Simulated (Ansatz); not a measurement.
Run report: Si, single-point calculation

System: Si (4 atoms in the cell).
Method: DFT, PBE, plane waves, PAW, no spin polarisation (Ansatz 0.2.0).

The structure was made by a generator, so it may or may not be a known phase. Figures and captions count atoms from 1; the log counts them from 0 in places.

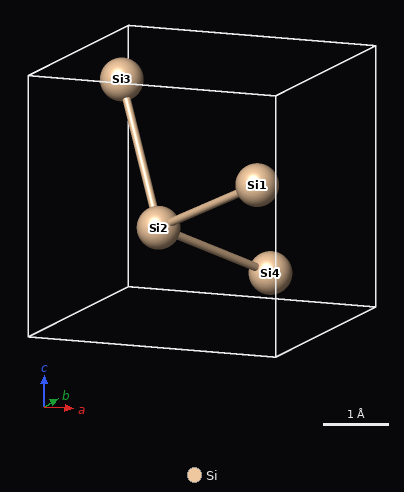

The structure (ball-and-stick view of the cell of the calculation, seen slightly off an axis; atoms are numbered from 1 in the order of the input). Near neighbours in the crystal (not all of them lie inside the picture): Si has 6 Si at 2.52 Å.

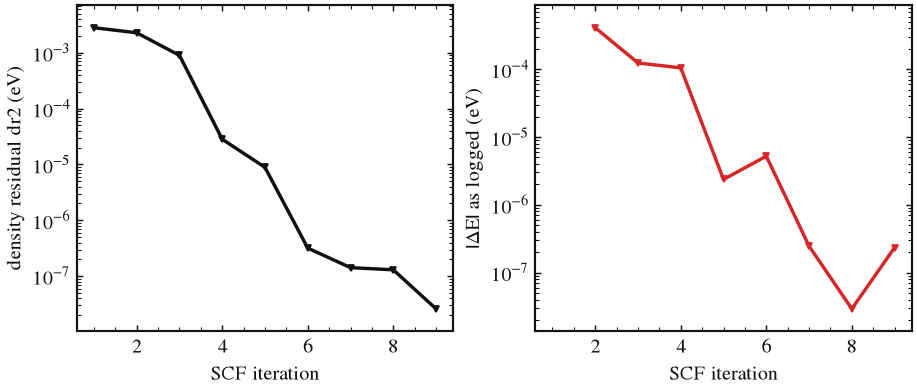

Convergence of the self-consistent field: density residual dr2 and size of the energy change against the SCF iteration. The residual falls at every step.

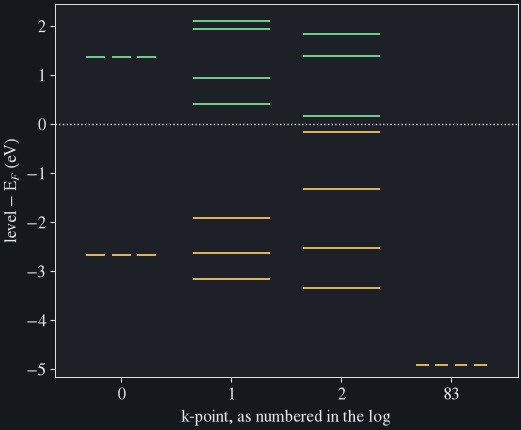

Kohn–Sham levels near the Fermi level (dotted) at the few k-points that the log prints; levels within 0.02 eV of each other stand side by side. The system is metallic on the full mesh.

The input that produced these results follows, with the program's output.

## Input file
```yaml
crystal:
  lattice:
    - [4.1104171421, 0.0, 0.0]
    - [0.0, 4.1104171421, 0.0]
    - [0.0, 0.0, 4.1104171421]
  atoms:
    - { symbol: Si, position: [0.875, 0.125, 0.625] }
    - { symbol: Si, position: [0.375, 0.375, 0.375] }
    - { symbol: Si, position: [0.125, 0.625, 0.875] }
    - { symbol: Si, position: [0.625, 0.875, 0.125] }
basis:
  ecutwfc: 420
kpoints:
  mp_grid: { grid: [12, 12, 12] }
hamiltonian:
  xc: pbe
scf:
  occupations: { method: fermi_dirac, width: 0.001 }
  mixing: { algorithm: broyden, beta: 0.05, ndim: 2 }
output:
  forces: true
  eigenvalues: true
  stress: true
```

Command:
```bash
ansatz run input.yaml --threads 1 --pin off --max-ram 2048MiB --backend cpu --events-out ev --progress --plain --runs-dir out
```

## Output
```
Engine: ansatz 0.2.0, x86_64-unknown-linux-gnu
Pseudopotentials: kind: paw
Pseudopotential: Si, paw, valence charge 4, recommended cutoff 420 eV (normal), Si.paw.azcp
Functional definition: PBE
  parameter kappa = 0.804
  parameter beta = 0.06672455060314922
  exchange = pbe_x(kappa = kappa, mu = beta*pi^2/3)
  correlation = pbe_c(beta = beta)
Crystal: 4 atoms, lattice volume = 69.448 Å³
Basis set: ecut = 420 eV, 1357 PW (Γ), exchange–correlation on 60×60×60 points (8 copies of the dense FFT grid, shifted against one another)
Bands: 12, of which v1, the nominal top of the filled ones, is band 8 counted from 1 (7 counted from 0)
Symmetry: 24 space group operations
Space group: P4132 (ITA 213), of the structure as read, at distance tolerance 4.1e-5 Å
k-points: 84 of 1728 (time reversal used)
Non-local potential: Si, projectors of the file, l = 0: 2, l = 1: 2, l = 2: 2
PAW form: soft (Blöchl's): semilocal exchange-correlation on the pseudo side does not see the compensation charge
PAW one-centre angular grid: Si, 110 points (default); XC on 64 Gauss nodes
Initial density: superposition of atomic densities (neutral atoms: chi_scale 0, normalization atom), corrected by the library's trained network
Initial wavefunctions: pseudopotential atomic-orbital guess
Functional: x = pbe(κ = 0.804, μ = 0.2195149727645171), c = pbe(β = 0.06672455060314922)
SCF iter   1: F=—  HF=-2541.448059 eV  |F-HF|=—  |Δ(HF+E_count)|=         —  Δρ=2.27e-3  dr2=2.81e-3  ethr=1.77e-3  ⟨swp⟩=6.2  Hψ=7389  notcnv=0
preconditioner: auto → Resta (q_TF=auto, 2.136 Å⁻¹)  ε∞=6.6  [insulator: Δε(μ)=0.014 eV  Ē_g=7.550 eV  σ=0.001 eV  W_gap=0.83  n_scr=6 (ndim 2)  ℏωp=17.8 eV  f_vac=0.000  D(μ)=0.96/eV (n_scr^D=6)  ε∞_Penn≈6.6]
SCF iter   2: F=—  HF=-2541.448470 eV  |F-HF|=—  |Δ(HF+E_count)|=   4.11e-4  Δρ=2.08e-3  dr2=2.28e-3  ethr=1.76e-5  ⟨swp⟩=2.0  Hψ=2302  notcnv=0  defer=1  κ⁻¹=1.0e0(r=1)
SCF iter   3: F=—  HF=-2541.448594 eV  |F-HF|=—  |Δ(HF+E_count)|=   1.24e-4  Δρ=1.30e-3  dr2=8.98e-4  ethr=1.42e-5  ⟨swp⟩=1.0  Hψ=1006  notcnv=0  defer=1  κ⁻¹=9.4e-3(r=2)
SCF iter   4: F=—  HF=-2541.448699 eV  |F-HF|=—  |Δ(HF+E_count)|=   1.05e-4  Δρ=2.49e-4  dr2=2.83e-5  ethr=5.61e-6  ⟨swp⟩=2.1  Hψ=2012  notcnv=0  defer=2  κ⁻¹=1.6e-5(r=2)
SCF iter   5: F=—  HF=-2541.448697 eV  |F-HF|=—  |Δ(HF+E_count)|=   2.37e-6  Δρ=1.34e-4  dr2=8.86e-6  ethr=1.77e-7  ⟨swp⟩=3.0  Hψ=2010  notcnv=0  defer=2  κ⁻¹=1.4e-4(r=2)
SCF iter   6: F=—  HF=-2541.448702 eV  |F-HF|=—  |Δ(HF+E_count)|=   5.23e-6  Δρ=2.81e-5  dr2=3.18e-7  ethr=5.54e-8  ⟨swp⟩=2.3  Hψ=1972  notcnv=0  defer=2  κ⁻¹=4.9e-1(r=2)
SCF iter   7: F=—  HF=-2541.448702 eV  |F-HF|=—  |Δ(HF+E_count)|=   2.46e-7  Δρ=1.94e-5  dr2=1.42e-7  ethr=6.25e-10  ⟨swp⟩=4.1  Hψ=3385  notcnv=0  κ⁻¹=1.1e-2(r=2)
SCF iter   8: F=—  HF=-2541.448702 eV  |F-HF|=—  |Δ(HF+E_count)|=   2.92e-8  Δρ=1.86e-5  dr2=1.30e-7  ethr=6.25e-10  ⟨swp⟩=2.9  Hψ=2278  notcnv=0  κ⁻¹=1.8e-3(r=2)
SCF iter   9: F=-2541.448701 eV  HF=-2541.448701 eV  |F-HF|=1.25e-8  |Δ(HF+E_count)|=   2.34e-7  Δρ=8.40e-6  dr2=2.60e-8  ethr=6.25e-10  ⟨swp⟩=2.9  Hψ=3694  notcnv=0
SCF 1 converged in 9 iterations: F = -2541.448701 eV  dr2 = 2.60e-8
  greatest PAW one-centre occupation: 0.661 electrons in one spin orbital (limit 2), on the Si atom at site 3 (counted from 0), in its partial waves of l = 0
SCF converged after 9 iterations
Stability not checked: this state was not tested for a lower state beside it, because the mixer in use, unlike msr1, does not test its closes by its own steps (another_mixer; see scf.mixing.algorithm and scf.lower_state_search)
Free energy (F): -2541.448701 eV
Harris-Foulkes:  -2541.448701 eV  (|F-HF|=1.25e-8)
Internal energy: -2541.448698 eV  (E = F + TS)
E sigma→0 (E₀):  -2541.448700 eV
Entropy (-TS):   -0.000003 eV (-0.001 meV/atom)
Fermi energy:    8.119608 eV
--- Per-component energies (eV) ---
  E_band       = 43.395541
  E_kinetic    = 160.358112
  E_local      = -50.835215  (includes V_loc(G=0)·N_el)
  E_nonlocal   = 102.843715
  E_hartree    = 13.562511
  E_xc         = -221.252157
  E_vxc        = -187.607753  (∫ρ·V_xc dr)
  E_paw        = -2049.587542  (= ΣΔE_a)
  E_vpaw       = -8.488204  (= ΣTr[D̂ρ^β])
  E_aug_tail   = 0.000029  (compensation charges beyond the density's cutoff)
  E_ewald      = -496.538153
  E_smearing   = -0.000003  (= −TS)
  E_closure    = 0.000000  (closes the sum)
  Σ components = -2541.448701   (vs F -2541.448701, Δ=0.00e0)
--- Forces (eV/Å), atoms counted from 1 ---
  atom   1  Si     0.00000000    -0.00000000     0.00000000
  atom   2  Si     0.00000000     0.00000000    -0.00000000
  atom   3  Si     0.00000000     0.00000000     0.00000000
  atom   4  Si     0.00000000    -0.00000000    -0.00000000
  max |Σ_I F_I| component: 1.20e-16 eV/Å
--- Stress (GPa, compression-positive) ---
        0.022071      -0.000000      -0.000000
        0.000000       0.022071      -0.000000
       -0.000000      -0.000000       0.022071
  P = ⅓ Tr σ = 0.0221 GPa (0.221 kbar)
--- Band table (eV; the first three rows and the last of 84) ---
  k-point 0: bands = ["-4.9896", "1.7361", "1.7361", "1.7361", "5.4441", "5.4441", "5.4441", "9.4758", "9.4758", "9.4758", "10.6244", "10.6244"]
  k-point 1: bands = ["-4.9333", "0.9970", "1.7919", "2.3435", "4.9671", "5.4815", "6.1932", "8.5227", "9.0521", "10.0653", "10.2220", "10.9366"]
  k-point 2: bands = ["-4.7648", "0.1611", "1.9590", "2.8540", "4.7704", "5.5870", "6.7895", "7.9546", "8.2763", "9.5083", "9.9613", "11.4135"]
  k-point 83: bands = ["-0.1299", "-0.1299", "-0.1299", "-0.1299", "3.1943", "3.1943", "3.1943", "3.1943", "14.7032", "14.7032", "14.7032", "14.7032"]
```

## Results in brief

```json
{"quantity": "outcome", "value": "converged"}
{"quantity": "space group (tolerance 0.01 Å)", "value": "P4₁32 (213)"}
{"quantity": "electrons treated", "value": "16"}
{"quantity": "free energy", "value": "−2541.4487 eV"}
{"quantity": "Fermi energy", "value": "8.120 eV"}
{"quantity": "gap on the k-point mesh", "value": "none (metallic)"}
{"quantity": "pressure", "value": "0.02 GPa"}
{"quantity": "largest force (length of the vector)", "value": "under 0.001 eV/Å"}
{"quantity": "hardware", "value": "1 thread of AMD EPYC (Zen 3), 64 GiB of memory available, shared host"}
{"quantity": "wall time", "value": "9 s"}
{"quantity": "peak memory", "value": "0.42 GiB"}
```

## Notes

Settings chosen away from the usual ones: scf.mixing.algorithm set to broyden; scf.mixing.beta set to 0.05; scf.mixing.ndim set to 2; scf.occupations.method set to fermi_dirac (from gaussian); scf.occupations.width set to 0.001 (from 0.1).
